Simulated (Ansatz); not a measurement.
```
CELL_PARAMETERS angstrom
4.14718 0.00000 0.00000
0.00000 4.14718 0.00000
0.00000 0.00000 4.14718
ATOMIC_POSITIONS crystal
Ag 0.00000 0.00000 0.00000
Ag 0.50000 0.50000 0.00000
Ag 0.50000 0.00000 0.50000
Ag 0.00000 0.50000 0.50000
```

Space group Fm-3m; computed pressure about −11 GPa in this cell; computed without spin polarisation.

These are results of DFT LDA, scalar-relativistic, plane waves, PAW in Ansatz 0.2.0, not measurements.

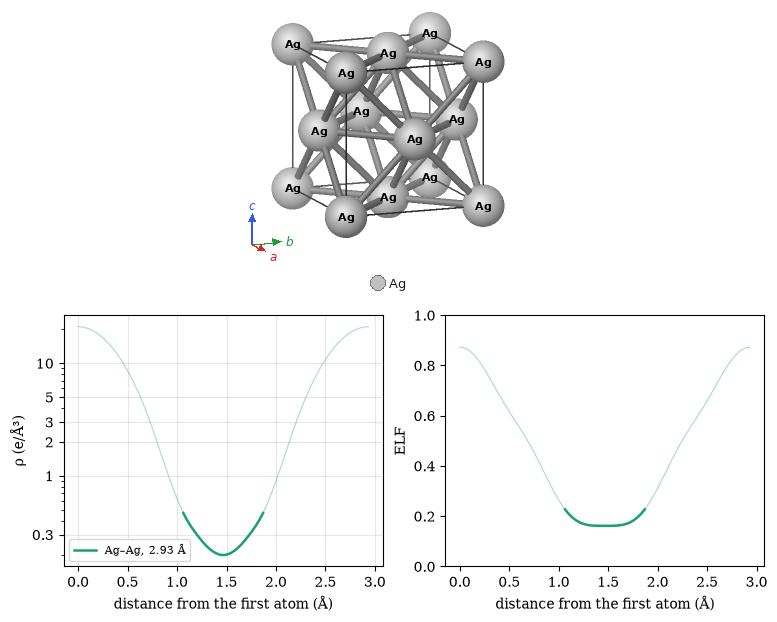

Ag. Valence charge density (pseudo) and electron localisation function along straight lines between neighbouring atoms. Thin, pale parts lie inside the atomic spheres. The structure is drawn too.

The density is the valence pseudo-density of a PAW calculation; it isn't the true density close to the nuclei.

**What can be read from the curves?**

Ag–Ag (2.93 Å): the density is about 0.2 e/Å³ at the midpoint; the ELF is about 0.15 at the midpoint (no shared electron pair shows on this line).
